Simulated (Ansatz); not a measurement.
Given this structure:

```cif
data_structure
_symmetry_space_group_name_H-M 'P 1'
_symmetry_Int_Tables_number 1
_cell_length_a 3.2184
_cell_length_b 3.2184
_cell_length_c 5.2431
_cell_angle_alpha 90.000
_cell_angle_beta 90.000
_cell_angle_gamma 120.000
_cell_volume 47.03
loop_
_atom_site_label
_atom_site_type_symbol
_atom_site_fract_x
_atom_site_fract_y
_atom_site_fract_z
_atom_site_occupancy
Ga1 Ga 0.33333 0.66667 0.50087 1
Ga2 Ga 0.66667 0.33333 0.00087 1
N1 N 0.33333 0.66667 0.12413 1
N2 N 0.66667 0.33333 0.62413 1
```

Q: Before looking at a picture, describe the arrangement of atoms.

A: The solid is GaN. Its lattice is primitive hexagonal, its space group P6_3mc (No. 186). The arrangement is known as wurtzite. With Z = 2, the cell contains 2 Ga, 2 N. The coordination shell of Ga holds four N in a tetrahedral arrangement at 1.97 to 1.98 Å. About every N there are four Ga in a tetrahedral arrangement at 1.97 to 1.98 Å. The bonds build a three-dimensional framework.

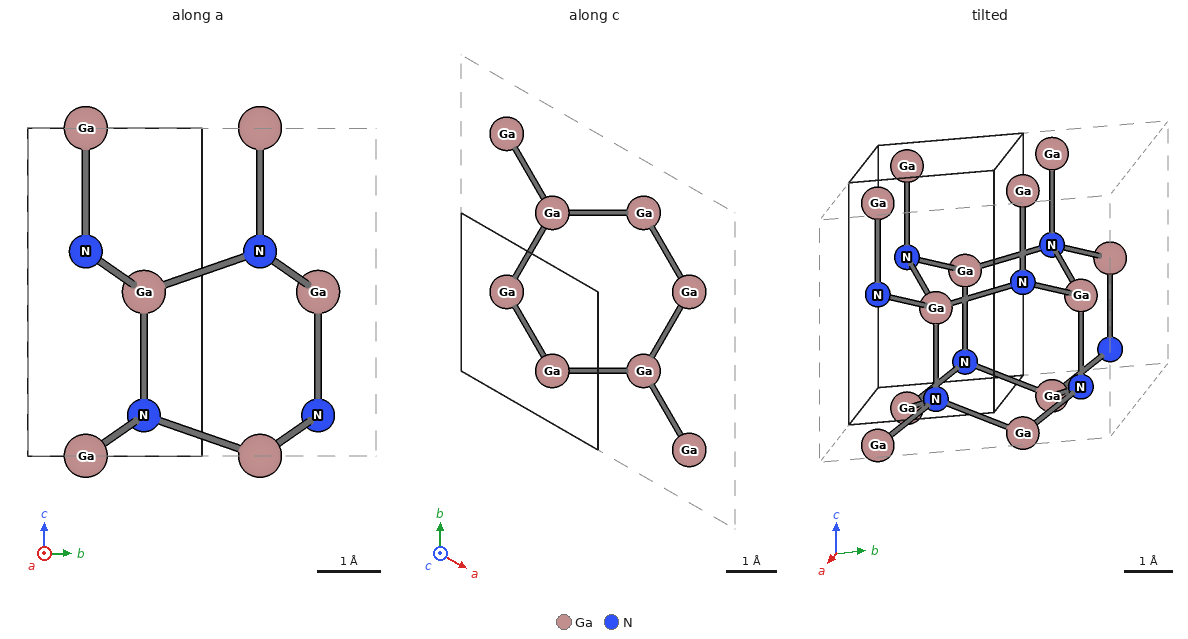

Crystal structure, ball-and-stick style, seen along the a axis, along the c axis and slightly off an axis. The picture spans 2×2×1 cells, one conventional unit cell being drawn with solid lines.

It goes back to a structure listed in the Materials Project. Earlier steps of the study, as a rule a relaxation of our own, may have changed the cell and positions, so they can lie some per cent off the listed ones. It was run through Ansatz as a DFT input.
